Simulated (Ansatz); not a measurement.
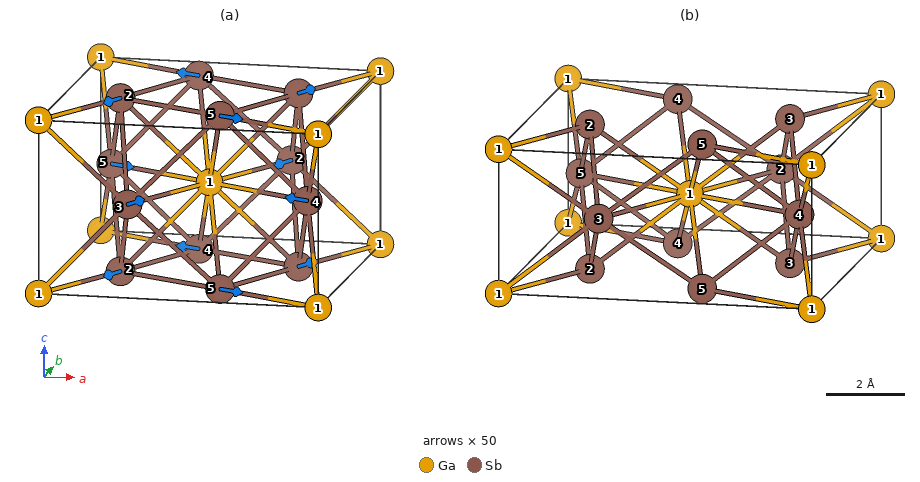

The structure of solid GaSb4 (a generated structure, set up in I4/m) before (left) and after (right) a relaxation, at one scale. The blue arrows give the displacements (the part carried along by the change of the cell is left out), 50 times their true length.

Style: ball-and-stick. Shown: the conventional cell (2 times the calculation's cell), slightly off an axis. Lengths and directions refer to the drawn axes.

Computed with DFT PBE, scalar-relativistic, plane waves, PAW (Ansatz). Settings: plane-wave cutoff 420 eV; k-point mesh 10 × 10 × 10; occupations gaussian; smearing width 0.1 eV; no spin polarisation; cell and atoms relaxed; force threshold 0.01 eV/Å; at most 80 steps.

Q: Describe what moved and what it gained.

A: The energy falls by 59.6 meV per atom in 16 accepted moves (21 points after the start). Largest force component: 0.15 eV/Å at the start, 0.00095 eV/Å at the end. Pressure: 3.40 GPa at the start and −0.02 GPa at the end. The line search rejected the trial steps at points 8, 11, 14 of the run. The SCF was repeated twice at an unchanged geometry on a basis and grid sized afresh for the cell, which shifted the energy by 2.2 meV per atom at most. The largest moves relative to the cell, 0.015 Å, are those of Sb2, Sb3, Sb4 and Sb5. Sb4 goes along [−2 1 0]. Ga stays in place. The volume changes by +4.4 %, with a = b 7.383 → 8.268 Å (+12.0 %), c 4.584 → 3.816 Å (−16.7 %). Near-neighbour distances that change, for instance: Sb2–Sb3 3.387 → 3.794 Å, Sb2–Sb4 3.266 → 3.672 Å, Ga1–Sb2 3.295 → 3.675 Å, Sb2–Sb3 (another image) 3.222 → 3.156 Å. Among the angles between lasting bonds that change: Sb2–Sb4–Sb2 87.5° → 70.8°, Sb2–Sb4–Sb5 90.9° → 107.4°, Sb5–Sb4–Sb5 90.7° → 74.4°. The space group stays I4/m (No. 87). The run took 37 min on 1 thread of Intel(R) Xeon(R) Processor @ 2.50GHz (Skylake/Cascade Lake) (shared host), peak memory 0.86 GiB.
